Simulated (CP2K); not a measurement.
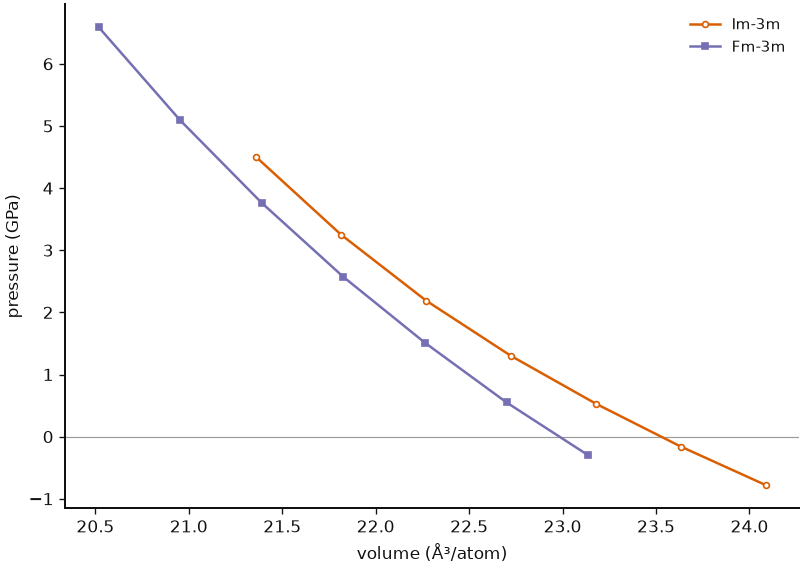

Plotted: pressure against volume, with one curve for each structure, for Cd.

Method: DFT in Gaussian orbitals with a plane-wave density, no spin polarisation; energies at scaled volumes of the given cell, shape and fractions fixed, counted from the fit's minimum, third-order Birch-Murnaghan fit (CP2K 2026.2). Level: PBE.

- k mesh: 10×10×10
- occupations: Fermi–Dirac
- smearing width: 0.05 eV
- potentials: GTH PBE with UZH TZVP basis
- density cutoff: 6123 eV

> Order the curves by fitted equilibrium volume, smallest first.

Fm-3m 22.978, Im-3m 23.520 Å³/atom.

> Order the curves by fitted bulk modulus, smallest first.

Im-3m 33.5, Fm-3m 44.2 GPa.

The computed values:

Im-3m:
```csv
volume (Å³/atom),pressure (GPa)
21.36,4.50
21.81,3.25
22.27,2.19
22.72,1.30
23.18,0.53
23.63,-0.16
24.09,-0.78
```

Fm-3m:
```csv
volume (Å³/atom),pressure (GPa)
20.52,6.59
20.95,5.09
21.39,3.76
21.83,2.57
22.26,1.51
22.70,0.55
23.14,-0.30
```
